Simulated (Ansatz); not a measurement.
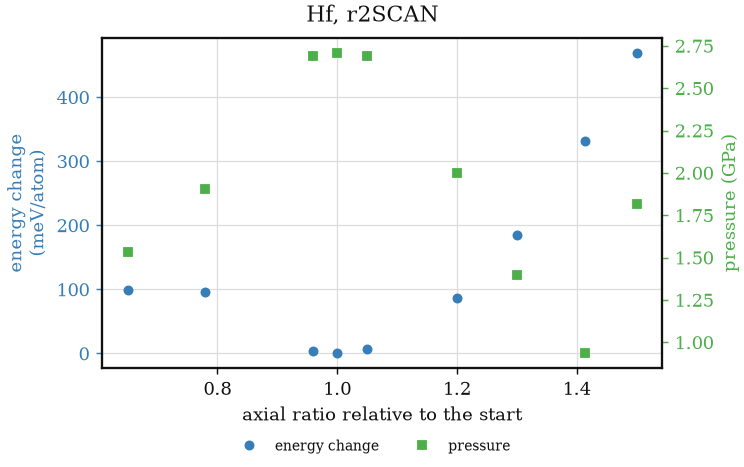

The picture above shows the energy change and pressure against relative axial ratio for Hf, space group Fm-3m (No. 225).

Structure:
```yaml
crystal:
  lattice:
    - [0.00000, 2.22000, 2.22000]
    - [2.22000, 0.00000, 2.22000]
    - [2.22000, 2.22000, 0.00000]
  atoms:
    - { symbol: Hf, position: [0.00000, 0.00000, 0.00000] }
```

Calculation (Ansatz 0.2.0): deformation of a crystal at fixed volume, lengths along the axis scaled against those across it, fractional coordinates fixed, by plane-wave density functional theory with PAW datasets, free energies less that of the undisturbed cell, pressure positive in compression; scalar-relativistic. Level: r2SCAN, no spin polarisation.

- wave cutoff: 500 eV
- k mesh: 20×20×20
- occupations: Gaussian
- smearing width: 0.15 eV
- k shift: (0, 0, 0) (mesh steps)
- start: as given
- path: tetragonal
- axis direction: (0, 0, 1) (Cartesian unit vector)

The points at relative axial ratio 0.707, 0.850, 0.920 and 1.100 are left out of the plot. What values does the calculation give there?

```csv
axial ratio relative to the start,energy change (meV/atom),pressure (GPa)
0.707,118,1.388
0.850,52,2.448
0.920,16,2.644
1.100,23,2.583
```

Note: reference crystal is not relaxed.
